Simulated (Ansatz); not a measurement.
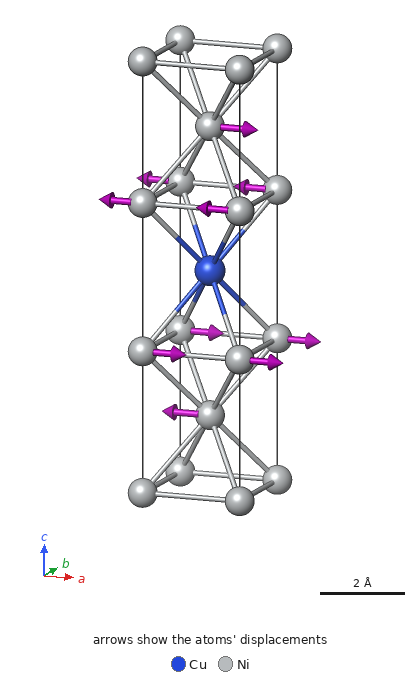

Phonons of a crystal of CuNi5 (a generated structure), at the zone centre. The optical levels lie at 103 (×2), 108 (×2), 153, 158, 170 (×2), 186 (×2), 208 (×2), 247, 259, 280 cm⁻¹. One mode is drawn. Displacements are drawn as purple arrows; their common scale and sign are arbitrary. The picture is a ball-and-stick view of the cell of the calculation, seen slightly off an axis.

Theory: DFT PBE, scalar-relativistic, plane waves, PAW (Ansatz). Settings: plane-wave cutoff 420 eV; k-point mesh 14 × 14 × 4; occupations gaussian; smearing width 0.2 eV; collinear spin.

The frequencies depend somewhat on the k-mesh and the smearing.

Which of these frequencies is the drawn mode's?

The level at 186 cm⁻¹. This is the E_g mode (doubly degenerate; one member of the set is drawn), optical level 6 of 10, counted from below, Raman-active by symmetry. The Cu and Ni (1a) atoms stay at rest; all motion is along a; atoms of one kind move against one another, with no net shift of any sublattice.
